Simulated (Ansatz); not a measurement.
A periodic structure is given below.

```
CELL_PARAMETERS angstrom
2.55458 0.00000 0.00000
-1.27729 2.21233 0.00000
0.00000 0.00000 4.22449
ATOMIC_POSITIONS crystal
B 0.66667 0.33333 0.50269
B 0.33333 0.66667 0.00269
N 0.66667 0.33333 0.87731
N 0.33333 0.66667 0.37731
```

**Characterise the structure given above.**

Formula: BN. The lattice is primitive hexagonal and the space group P6_3mc (No. 186). In terms of structure types, this is wurtzite. The cell comprises 2 formula units: 2 B, 2 N. Each B atom is coordinated by four N in a tetrahedral arrangement at 1.57 to 1.58 Å. N is coordinated by four B in a tetrahedral arrangement at 1.57 to 1.58 Å. The bonds build a three-dimensional framework.

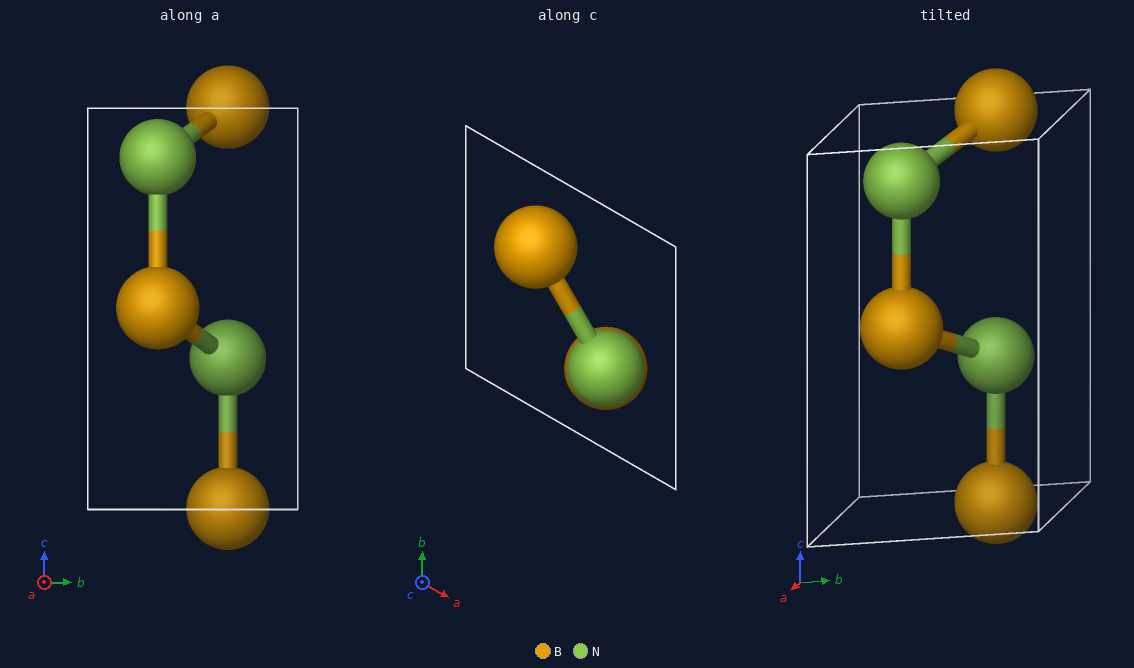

This ball-and-stick model is shown along the a axis, along the c axis and slightly off an axis. The outline marks the conventional unit cell.

Origin of the cell: a structure listed in the Materials Project, with elements exchanged, so it need not be a known form of the compound. Atoms and cell were optimised with Ansatz, DFT PBE, scalar-relativistic, plane waves, PAW.
